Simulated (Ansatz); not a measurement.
**GaN: one change and its effect**

System: GaN (P6₃mc, 4 atoms in the cell).
Method of the first run: Kohn-Sham DFT of a periodic cell, LDA, all-electron LAPW, scalar-relativistic, no spin polarisation (Ansatz 0.2.0).

The structure derives from an entry of the Crystallography Open Database. Text and figures count atoms from 1; the logs count them from 0 in places.

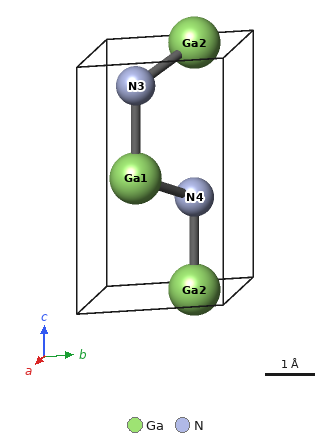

Figure 1. The structure as given in the input (ball-and-stick view of the cell of the calculation, seen slightly off an axis; atoms are numbered from 1 in the order of the input). An atom can appear more than once, as a periodic image. Near neighbours in the periodic cell (some may lie outside the picture): Ga has 4 N at 1.94 to 1.95 Å; N has 4 Ga at 1.94 to 1.95 Å.

## Input, the first run
```yaml
crystal:
  lattice:
    - [3.18, 0.0, 0.0]
    - [-1.59, 2.753960784, 0.0]
    - [0.0, 0.0, 5.166]
  atoms:
    - { symbol: Ga, position: [0.6666666667, 0.3333333333, 0.5] }
    - { symbol: Ga, position: [0.3333333333, 0.6666666667, 0.0] }
    - { symbol: "N", position: [0.6666666667, 0.3333333333, 0.875] }
    - { symbol: "N", position: [0.3333333333, 0.6666666667, 0.375] }
kpoints:
  mp_grid: { grid: [7, 7, 4] }
scf:
  occupations: { method: fermi_dirac, width: 0.05 }
hamiltonian:
  xc: lda
  pseudopotentials: { kind: all_electron, lapw: { basis_error: 0.002 } }
output:
  forces: true
  stress: true
relax:
  f_tol: 0.02
  max_steps: 60
  cell: {}
```

Command:
```bash
ansatz run input.yaml --threads 2 --pin off --max-ram 6144MiB --backend cpu --events-out ev --progress --plain --runs-dir out
```

Hardware: 2 threads of Arm Neoverse V2, 24 GiB of memory available, shared host.

## Output, shortened to warnings, some set-up lines, iterations and results (the first run)
```
Basis set: ecut = 422.2221159837484 eV, 917 PW (Γ), exchange–correlation at level 2
Symmetry: 12 space group operations
k-points: 24 of 196 (time reversal used)
Initial density: superposition of atomic densities (chi_scale 0.1, normalization cell, long waves kept (reshape's long-wave potential 0.00 eV rms))
[...]
SCF iter   1: F=—  HF=-108614.408246 eV  |F-HF|=—  |Δ(HF+E_count)|=         —  Δρ=1.38e-1  dr2=1.07e1  ethr=1.91e-2  ⟨swp⟩=2.0  Hψ=5259  notcnv=0
SCF iter   2: F=—  HF=-108610.636468 eV  |F-HF|=—  |Δ(HF+E_count)|=    3.77e0  Δρ=3.26e-2  dr2=3.93e-1  ethr=7.02e-4  ⟨swp⟩=2.0  Hψ=4243  notcnv=0
SCF iter   3: F=—  HF=-108610.484822 eV  |F-HF|=—  |Δ(HF+E_count)|=         —  Δρ=2.44e-2  dr2=3.21e-1  ethr=7.02e-4  ⟨swp⟩=2.0  Hψ=2328  notcnv=0
SCF iter   4: F=—  HF=-108610.478108 eV  |F-HF|=—  |Δ(HF+E_count)|=   6.71e-3  Δρ=9.16e-3  dr2=4.65e-2  ethr=5.73e-4  ⟨swp⟩=3.0  Hψ=2385  notcnv=0
SCF iter   5: F=—  HF=-108610.389524 eV  |F-HF|=—  |Δ(HF+E_count)|=   8.86e-2  Δρ=2.59e-3  dr2=2.79e-3  ethr=8.30e-5  ⟨swp⟩=3.0  Hψ=2472  notcnv=0
[... 33 lines ...]
relax step   5: F+E_penalty+E_count = -108610.40248016 eV  Δ(F+E_penalty+E_count) = -2.556e-5 eV  max|allowed force component| = 2.706e-6 eV/Å  Δτ_max = 0.0008 Å  P = +0.001 …
SCF iter   1: F=—  HF=-108610.402472 eV  |F-HF|=—  |Δ(HF+E_count)|=         —  Δρ=6.35e-6  dr2=1.53e-8  ethr=2.46e-11  ⟨swp⟩=4.4  Hψ=4755  notcnv=0  reapply=6
SCF iter   2: F=-108610.402472 eV  HF=-108610.402472 eV  |F-HF|=7.68e-9  |Δ(HF+E_count)|=   2.67e-8  Δρ=3.16e-6  dr2=3.84e-9  ethr=2.46e-11  ⟨swp⟩=3.0  Hψ=2368  notcnv=0
SCF 6 converged in 2 iterations: F = -108610.402472 eV  dr2 = 3.84e-9
relax step   6: F+E_penalty+E_count = -108610.40247177 eV  Δ(F+E_penalty+E_count) = +8.394e-6 eV  max|allowed force component| = 5.264e-6 eV/Å  Δτ_max = 0.0000 Å  P = +0.003 …
basis re-selected at this cell: Δ(F+E_penalty+E_count) = +8.394e-6 eV, ΔP = +0.001 GPa vs the last step (what re-selecting the basis moved, after the strain that the cell walked since its last selection, with what the two solves' SCF thresholds leave and, on support functions, any second-order …
SCF converged after 2 iterations
Free energy (F): -108610.402472 eV
Harris-Foulkes:  -108610.402472 eV  (|F-HF|=7.68e-9)
Internal energy: -108610.402472 eV  (E = F + TS)
E sigma→0 (E₀):  -108610.402472 eV
Fermi energy:    12.733652 eV
--- Per-component energies (eV) ---
  E_band       = -2871.519436
  E_kinetic    = 110632.190584
  E_xc         = -4322.633478
  E_electrostatic = -214919.959578  (all electrons and nuclei)
  E_smearing   = -0.000000  (= −TS)
  E_closure    = 0.000000  (closes the sum)
  E_atoms      = -108582.444752  (free atoms, spherical and without spin; not in F)
  Σ components = -108610.402472   (vs F -108610.402472, Δ=0.00e0)
  Basis errors (estimates in eV, not in F): energy 9.2e-4 per atom: plane waves 8.6e-4 (5.2e-4 summed), levels above the bands 7.7e-71, relativity 8.9e-9, radial functions 6.0e-5, core shells 1.7e-9; eigenvalues (radial functions only) 3.7e-6; not estimated: angular momenta, meshes, grids; target …
--- Forces (eV/Å), atoms counted from 1 ---
  atom   1  Ga     0.00000000    -0.00000000     0.00001795
  atom   2  Ga    -0.00000000     0.00000000     0.00001795
  atom   3  N      0.00000000    -0.00000000     0.00000743
  atom   4  N      0.00000000     0.00000000     0.00000743
  max |Σ_I F_I| component: 5.08e-5 eV/Å
--- Stress (GPa, compression-positive) ---
        0.001619      -0.000000       0.000000
       -0.000000       0.001619       0.000000
        0.000000       0.000000       0.005197
  P = ⅓ Tr σ = 0.0028 GPa (0.028 kbar)
--- Relaxed structure (5 steps of the walk, 5 accepted, 1 SCFs on fresh bases) ---
  F+E_penalty+E_count = -108610.40247177 eV   max|allowed force component| = 5.264e-6 eV/Å   (the final SCF, on the basis selected at the relaxed cell)
  cell:  # Å, volume = 44.2477 Å³
    - [3.152892915911621, 5.01581814387426e-19, -5.568273279230902e-18]
    - [-1.5764464579558104, 2.7304853605914574, 2.784136639615451e-18]
    - [-9.045817534807264e-18, 2.068709502380103e-34, 5.139746718897941]
  atoms:
[...]
```

The second run used a changed input.

## The two runs side by side

```csv
quantity,the first run,the second run
outcome,converged,converged
free energy per atom (eV),−27152.6006,−27197.9588
pressure (GPa),0.00,0.02
volume per atom (Å³),11.06,11.95
largest force (eV/Å),0.000,0.008
SCF iterations,31,30
irreducible k-points,24,24
wall time (shared host),42 s,40 s
```

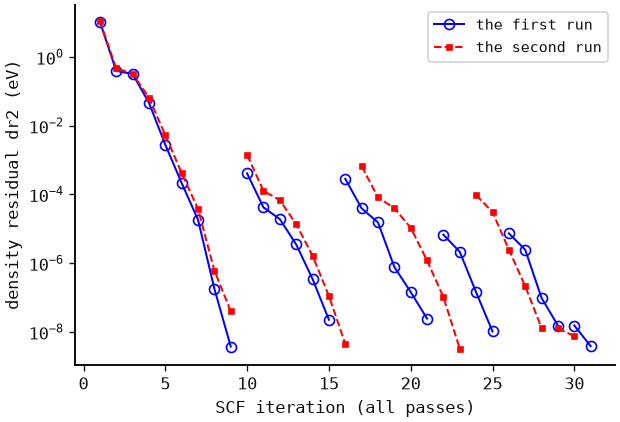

Figure 2. Convergence of the two runs: density residual dr2 against the SCF iteration. A break in a curve parts two SCF passes. The first run takes 31 iterations in all, and the second run takes 30.

Which change of the input explains these differences?

The change (lines with − go, lines with + come):
```diff
-  xc: lda
+  xc: revpbe
```

The total energies belong to different methods, so their difference says nothing on which is more stable or more accurate. The volume per atom goes from 11.06 to 11.95 Å³. The functional changes from LDA to revPBE. The SCF takes 30 iterations over all geometry steps against 31.

## Output, shortened to warnings, some set-up lines, iterations and results (the second run)
```
Basis set: ecut = 421.6623640203012 eV, 893 PW (Γ), exchange–correlation at level 2
Symmetry: 12 space group operations
k-points: 24 of 196 (time reversal used)
Initial density: superposition of atomic densities (chi_scale 0.1, normalization cell, long waves kept (reshape's long-wave potential 0.00 eV rms))
[...]
SCF iter   1: F=—  HF=-108795.730988 eV  |F-HF|=—  |Δ(HF+E_count)|=         —  Δρ=1.40e-1  dr2=1.11e1  ethr=1.98e-2  ⟨swp⟩=2.0  Hψ=5243  notcnv=0
SCF iter   2: F=—  HF=-108791.803937 eV  |F-HF|=—  |Δ(HF+E_count)|=    3.93e0  Δρ=3.35e-2  dr2=4.71e-1  ethr=8.42e-4  ⟨swp⟩=2.0  Hψ=4230  notcnv=0
SCF iter   3: F=—  HF=-108791.765764 eV  |F-HF|=—  |Δ(HF+E_count)|=         —  Δρ=2.47e-2  dr2=3.28e-1  ethr=8.42e-4  ⟨swp⟩=2.0  Hψ=2323  notcnv=0
SCF iter   4: F=—  HF=-108791.848346 eV  |F-HF|=—  |Δ(HF+E_count)|=   8.26e-2  Δρ=1.09e-2  dr2=6.54e-2  ethr=5.85e-4  ⟨swp⟩=2.2  Hψ=2337  notcnv=0
SCF iter   5: F=—  HF=-108791.755802 eV  |F-HF|=—  |Δ(HF+E_count)|=   9.25e-2  Δρ=3.28e-3  dr2=5.30e-3  ethr=1.17e-4  ⟨swp⟩=3.0  Hψ=2468  notcnv=0
[... 30 lines ...]
relax step   4: F+E_penalty+E_count = -108791.83503092 eV  Δ(F+E_penalty+E_count) = -3.053e-4 eV  max|allowed force component| = 8.395e-3 eV/Å  Δτ_max = 0.0023 Å  P = +0.023 …
SCF iter   1: F=—  HF=-108791.835019 eV  |F-HF|=—  |Δ(HF+E_count)|=         —  Δρ=5.72e-6  dr2=1.26e-8  ethr=2.45e-11  ⟨swp⟩=5.6  Hψ=5190  notcnv=0  reapply=12
SCF iter   2: F=-108791.835019 eV  HF=-108791.835019 eV  |F-HF|=7.31e-9  |Δ(HF+E_count)|=   2.62e-7  Δρ=4.16e-6  dr2=7.50e-9  ethr=2.24e-11  ⟨swp⟩=3.0  Hψ=2512  notcnv=0
SCF 5 converged in 2 iterations: F = -108791.835019 eV  dr2 = 7.50e-9
relax step   5: F+E_penalty+E_count = -108791.83501943 eV  Δ(F+E_penalty+E_count) = +1.149e-5 eV  max|allowed force component| = 8.384e-3 eV/Å  Δτ_max = 0.0000 Å  P = +0.022 …
basis re-selected at this cell: Δ(F+E_penalty+E_count) = +1.149e-5 eV, ΔP = -0.000 GPa vs the last step (what re-selecting the basis moved, after the strain that the cell walked since its last selection, with what the two solves' SCF thresholds leave and, on support functions, any second-order …
SCF converged after 2 iterations
Free energy (F): -108791.835019 eV
Harris-Foulkes:  -108791.835019 eV  (|F-HF|=7.31e-9)
Internal energy: -108791.835019 eV  (E = F + TS)
E sigma→0 (E₀):  -108791.835019 eV
Fermi energy:    11.665467 eV
--- Per-component energies (eV) ---
  E_band       = -2936.676249
  E_kinetic    = 110864.243800
  E_xc         = -4506.811955
  E_electrostatic = -215149.266864  (all electrons and nuclei)
  E_smearing   = -0.000000  (= −TS)
  E_closure    = 0.000000  (closes the sum)
  E_atoms      = -108768.831030  (free atoms, spherical and without spin; not in F)
  Σ components = -108791.835019   (vs F -108791.835019, Δ=0.00e0)
  Basis errors (estimates in eV, not in F): energy 8.4e-4 per atom: plane waves 7.9e-4 (4.8e-4 summed), levels above the bands 7.1e-70, relativity 1.2e-7, radial functions 5.5e-5, core shells 3.8e-10; eigenvalues (radial functions only) 3.4e-6; not estimated: angular momenta, meshes, grids; target …
--- Forces (eV/Å), atoms counted from 1 ---
  atom   1  Ga     0.00000000     0.00000000     0.00838476
  atom   2  Ga     0.00000000    -0.00000000     0.00838476
  atom   3  N     -0.00000000     0.00000000    -0.00838362
  atom   4  N      0.00000000    -0.00000000    -0.00838362
  max |Σ_I F_I| component: 2.26e-6 eV/Å
--- Stress (GPa, compression-positive) ---
        0.047869       0.000000      -0.000000
        0.000000       0.047869      -0.000000
       -0.000000      -0.000000      -0.028922
  P = ⅓ Tr σ = 0.0223 GPa (0.223 kbar)
--- Relaxed structure (4 steps of the walk, 4 accepted, 1 SCFs on fresh bases) ---
  F+E_penalty+E_count = -108791.83501943 eV   max|allowed force component| = 8.384e-3 eV/Å   (the final SCF, on the basis selected at the relaxed cell)
  cell:  # Å, volume = 47.7882 Å³
    - [3.2358921890841974, -1.0342132540017003e-18, 1.5448748450381563e-17]
    - [-1.6179460945420987, 2.802364839654553, -7.724374225190783e-18]
    - [2.5096929086531845e-17, -2.9318230979249828e-33, 5.269892597044561]
  atoms:
[...]
```

For both runs: Points of doubt noted for this run: coarse mesh for a metal.
